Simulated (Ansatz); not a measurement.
Ti₂C (3 atoms in the cell), run with Ansatz.

```
crystal:
  lattice:
    - [1.4653474514, 0.8460187455, 4.7727429385]
    - [-1.4653474514, 0.8460187455, 4.7727429385]
    - [0.0, -1.6920374911, 4.7727429385]
  atoms:
    - { symbol: Ti, position: [0.2458180107, 0.2458180107, 0.2458180107] }
    - { symbol: Ti, position: [0.7541819893, 0.7541819893, 0.7541819893] }
    - { symbol: C, position: [0.5, 0.5, 0.5] }
basis:
  ecutwfc: 420
kpoints:
  mp_grid: { grid: [18, 18, 18] }
hamiltonian:
  xc: pbesol
scf:
  occupations: { method: fermi_dirac, width: 2.0 }
  max_iter: 50
output:
  forces: true
  eigenvalues: true
  stress: true
```

Launched with:
```bash
ansatz run input.yaml --threads 2 --pin off --max-ram 5120MiB --backend cpu --events-out ev --progress --plain --runs-dir out
```

### Will this run converge, and how?

The run converged; it took 7 iterations. The residual falls at every step. The input holds a fault (a smearing of electronvolts). The SCF closed all the same, which doesn't make the results meaningful for the real system.

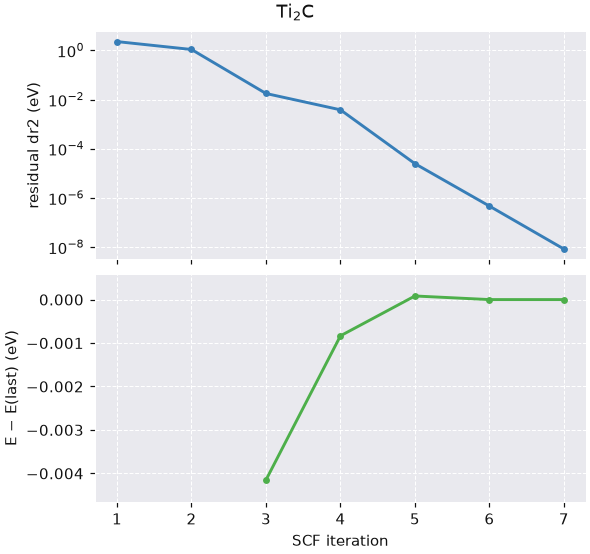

SCF iterations of a calculation: density residual dr2, Harris–Foulkes energy less its last value. The starting density is a sum of atomic densities corrected by a trained network. The first two energies lie far off the scale and aren't drawn.
